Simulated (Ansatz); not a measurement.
**Zn17Se16 (cell with a defect): density, localisation and related maps**

Input file:

```
crystal:
  lattice:
    - [5.7317611754, -5.7317611754, -5.7317611754]
    - [-5.7317611754, -5.7317611754, 5.7317611754]
    - [-5.7317611754, 5.7317611754, -5.7317611754]
  atoms:
    - { symbol: Zn, position: [0.2424844938, 0.237833601, 0.5046670714] }
    - { symbol: Zn, position: [0.2374349284, 0.4815940858, 0.2358203377] }
    - { symbol: Zn, position: [0.25, 0.75, 0.0] }
    - { symbol: Zn, position: [0.0, 0.25, 0.75] }
    - { symbol: Zn, position: [0.25, 0.0, 0.75] }
    - { symbol: Zn, position: [0.0, 0.5, 0.5] }
    - { symbol: Zn, position: [0.0, 0.75, 0.25] }
    - { symbol: Zn, position: [0.75, 0.25, 0.0] }
    - { symbol: Zn, position: [1.0, 1.0, 1.0] }
    - { symbol: Zn, position: [0.7518526455, 0.5128720791, 0.7525926446] }
    - { symbol: Zn, position: [0.7587960433, 0.7497279335, 0.4945295536] }
    - { symbol: Zn, position: [0.5161063412, 0.2572269647, 0.2588813063] }
    - { symbol: Zn, position: [0.75, 0.0, 0.25] }
    - { symbol: Zn, position: [0.5, 0.5, 0.0] }
    - { symbol: Zn, position: [0.5012316901, 0.7470886866, 0.7448892954] }
    - { symbol: Zn, position: [0.5, 0.0, 0.5] }
    - { symbol: Se, position: [0.0, 0.25, 0.5] }
    - { symbol: Se, position: [0.0, 0.5, 0.25] }
    - { symbol: Se, position: [0.0, 0.75, 0.0] }
    - { symbol: Se, position: [0.75, 0.25, 0.75] }
    - { symbol: Se, position: [0.0, 0.0, 0.75] }
    - { symbol: Se, position: [0.7452807434, 0.4926310716, 0.4943723642] }
    - { symbol: Se, position: [0.75, 0.75, 0.25] }
    - { symbol: Se, position: [0.5, 0.25, 0.0] }
    - { symbol: Se, position: [0.75, 0.0, 0.0] }
    - { symbol: Se, position: [0.5070587278, 0.4945726467, 0.7589325174] }
    - { symbol: Se, position: [0.4920189856, 0.7422348206, 0.4976508601] }
    - { symbol: Se, position: [0.2483537682, 0.2449749044, 0.2557990995] }
    - { symbol: Se, position: [0.5, 0.0, 0.25] }
    - { symbol: Se, position: [0.25, 0.5, 0.0] }
    - { symbol: Se, position: [0.25, 0.75, 0.75] }
    - { symbol: Se, position: [0.25, 0.0, 0.5] }
    - { symbol: Zn, position: [0.5023319773, 0.4952627278, 0.5025978031] }
  host:
    lattice:
      - [0.0, 2.8658805877, 2.8658805877]
      - [2.8658805877, 0.0, 2.8658805877]
      - [2.8658805877, 2.8658805877, 0.0]
    atoms:
      - { symbol: Zn, position: [0.0, 0.0, 0.0] }
      - { symbol: Se, position: [0.75, 0.75, 0.75] }
basis:
  ecutwfc: 420
  xc_grid: 2
kpoints:
  mp_grid: { grid: [2, 2, 2], shift: [0.5, 0.5, 0.5] }
hamiltonian:
  xc: pbe
scf:
  occupations: { method: gaussian, width: 0.01 }
output:
  forces: true
  stress: false
  eigenvalues: true
  charged_corrections:
    defect_position: [0.5, 0.5, 0.5]
    epsilon: [[10.789, 0.0, 0.0], [0.0, 10.789, 0.0], [0.0, 0.0, 10.789]]
  write_density: true
  write_potential: true
  elf: true
  volumetric_format: npy
relax:
  adjacent_minimum: "off"
  f_tol: 0.025
  max_steps: 45
```

Command:

```sh
ansatz run input.yaml --threads 4 --pin off --max-ram 10240MiB --backend cpu --events-out ev --progress --plain --runs-dir out
```

The fields are those of the run's last geometry, not of the input's.

All numbers below come from DFT PBE, scalar-relativistic, plane waves, PAW in Ansatz 0.2.0.

Core electrons are frozen (PAW), and the valence fields are smoothed inside the atomic spheres.

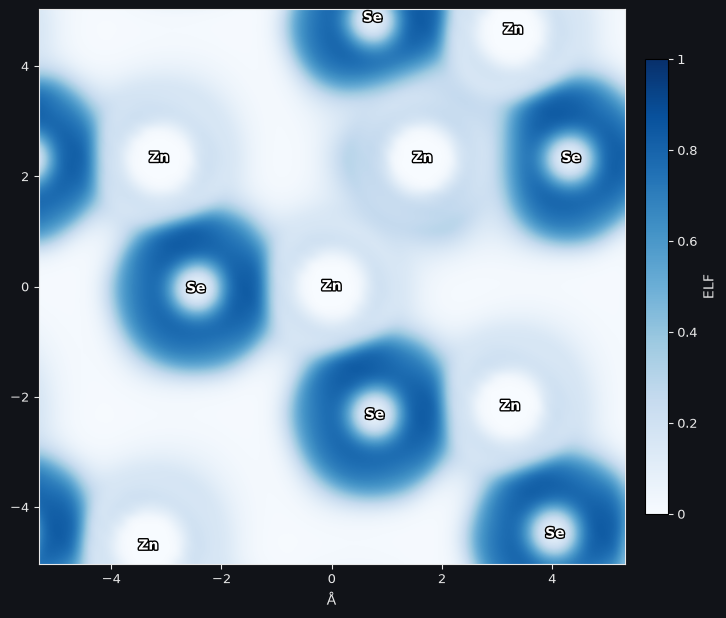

Figure 1. ELF on the (001) plane of the calculation cell.

**Interpret the plot.**

The plane passes through Zn and Se nuclei. Zn–Se (2.46 Å): the ELF is about 0.60 at the midpoint. Zn–Se (2.56 Å): the ELF is about 0.60 at the midpoint. Zn–Se (2.70 Å): the ELF is about 0.30 at the midpoint.

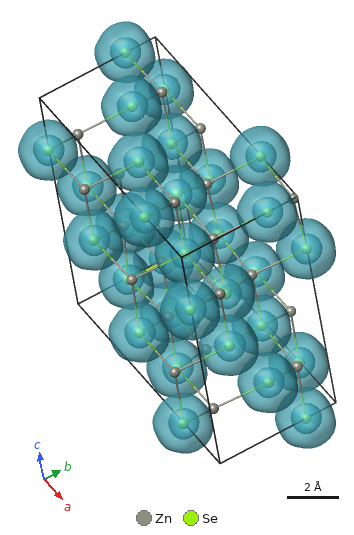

Figure 2. Isosurface of the ELF at 0.7 (cyan), seen slightly off an axis. Only the valence region is drawn (cores and ρ < 0.01 e/Å³ removed). Sticks mark near contacts.

**What do the ELF domains correspond to?**

At this value the surface marks out 16 regions wrapped around Se (the valence shell of each), counted in one cell of 33 atoms. Regions shared between cells count once. Along the contacts the grid gives the following. Zn–Se (2.45 Å): the ELF is about 0.55 at the midpoint.

**Does the calculation give a band gap?**

It is gapped, with a Kohn–Sham gap of 0.87 eV on the k-point mesh (the band edges may lie off the mesh, which would make the gap smaller).
